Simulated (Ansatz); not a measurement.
The calculation's input:

```
crystal:
  lattice:
    - [2.8500700442, 0.0, 0.0]
    - [-1.4250350221, 2.4682330609, 0.0]
    - [0.0, 0.0, 4.6373165105]
  atoms:
    - { symbol: Al, position: [0.6666666667, 0.3333333333, 0.75] }
    - { symbol: Al, position: [0.3333333333, 0.6666666667, 0.25] }
basis:
  ecutwfc: 420
kpoints:
  mp_grid: { grid: [18, 18, 10] }
  band_path:
    path:
      - [[0.0, 0.0, 0.0], [0.5, 0.0, 0.0], [0.33333333, 0.33333333, 0.0], [0.0, 0.0, 0.0], [0.0, 0.0, 0.5], [0.5, 0.0, 0.5], [0.33333333, 0.33333333, 0.5], [0.0, 0.0, 0.5]]
      - [[0.5, 0.0, 0.5], [0.5, 0.0, 0.0]]
      - [[0.33333333, 0.33333333, 0.5], [0.33333333, 0.33333333, 0.0]]
    npoints: 14
hamiltonian:
  xc: pbesol
scf:
  occupations: { method: gaussian, width: 0.1 }
  n_extra_bands: 6
output:
  forces: true
  stress: true
  eigenvalues: true
  populations: true
  dos: { projected: true, de: 0.02, nscf_kmesh: { grid: [27, 27, 15] } }
  bader: true
  write_density: true
  write_potential: true
  elf: true
  volumetric_format: npy
```

Command:

```sh
ansatz run input.yaml --threads 1 --pin off --max-ram 2560MiB --backend cpu --events-out ev --progress --plain --runs-dir out
```

Below, planes, directions and counts refer to the conventional cell (a = 2.85 Å, b = 2.85 Å, c = 4.64 Å, α = 90.00°, β = 90.00°, γ = 120.00°).

Space group P6₃/mmc; a structure from a database of computed crystals, not necessarily the ambient phase.

All numbers below come from Ansatz 0.2.0, DFT PBEsol, scalar-relativistic, plane waves, PAW.

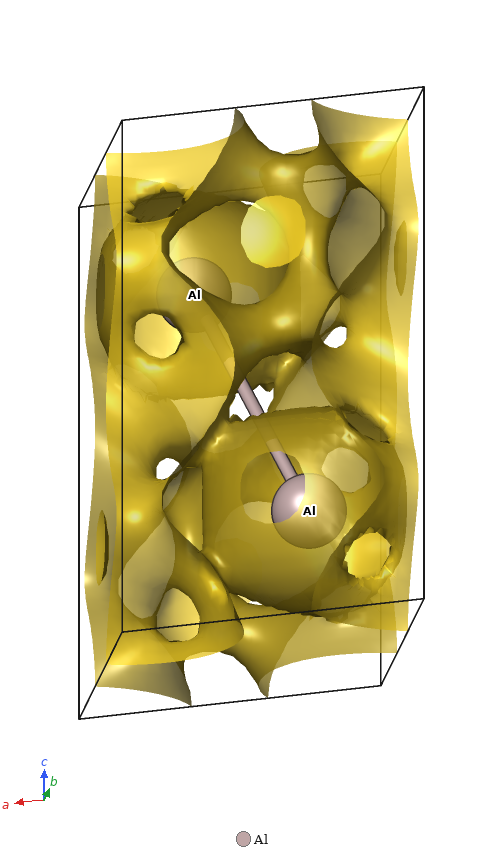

Al. Isosurface of the ELF at 0.55 (yellow), seen at an oblique angle. Core shells and regions of very low density are left out. Sticks mark near contacts.

In a PAW calculation such maps are meaningful between the atoms, not at the nuclei.

> Identify the bonds, lone pairs and shells in this picture.

The surface consists of one network that runs through the whole crystal, counted in one cell of 2 atoms. Regions shared between cells count once. There are no localised bonds or lone pairs at this value. Along the contacts the grid gives the following. Al–Al (2.84 Å): the ELF peaks at about 0.65 between the atoms.

> Metal or insulator at this level of theory?

It is gapless in this calculation (a metal or semimetal).
